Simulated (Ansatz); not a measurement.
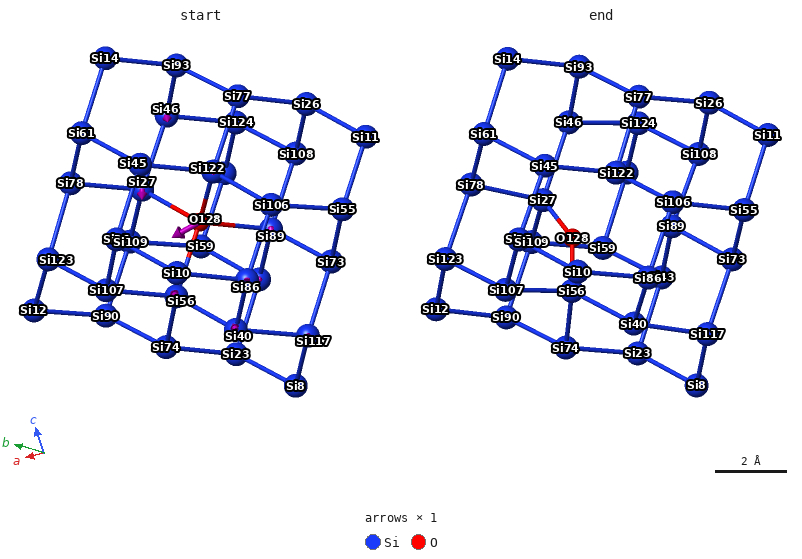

The structure of a defect cell of composition Si₁₂₇O (cell charge −1) before (left) and after (right) a relaxation, at one scale. The purple arrows give the displacements, at their true length.

Style: ball-and-stick. Shown: the atoms within 5.8 Å of the atom that moves most (axes of the cell of the calculation (origin shifted)), from a free direction.

The atoms of the start lie slightly off their symmetric places, so part of the fall in energy undoes that.

Computed with DFT, PBEsol, PAW, plane waves in Ansatz 0.2.0. Settings: plane-wave cutoff 420 eV; k-point mesh 1 × 1 × 1; mesh shifted by (0.25, 0.25, 0.25); collinear spin; atoms relaxed in a fixed cell; force threshold 0.03 eV/Å; at most 80 steps.

What changed between the two?

Answer. The O atom moves most: 0.95 Å along [1 1 −1]. By element the largest moves are O 0.95 Å, Si 0.33 Å. The lattice vectors keep their values. Among the contacts that change: O–Si 2.350 → 1.699 Å, O–Si 2.338 → 2.968 Å, O–Si 2.321 → 1.695 Å, O–Si 2.367 → 2.970 Å. Among the angles between lasting bonds that change: Si–Si–Si 110.6° → 103.5°, Si–Si–Si 110.2° → 103.5°, Si–Si–Si 109.1° → 103.1°. After 15 geometry steps the energy has fallen by 2.182 eV per cell of the calculation. The largest force component goes from 0.93 to 0.004 eV/Å. The program noted that the starting moments weren't kept. The run may lie on a higher electronic state than the lowest, so the end point isn't shown to be the ground-state structure.

Limits of the set-up: the cell is charged, on a uniform background, and energies carry no finite-size correction.
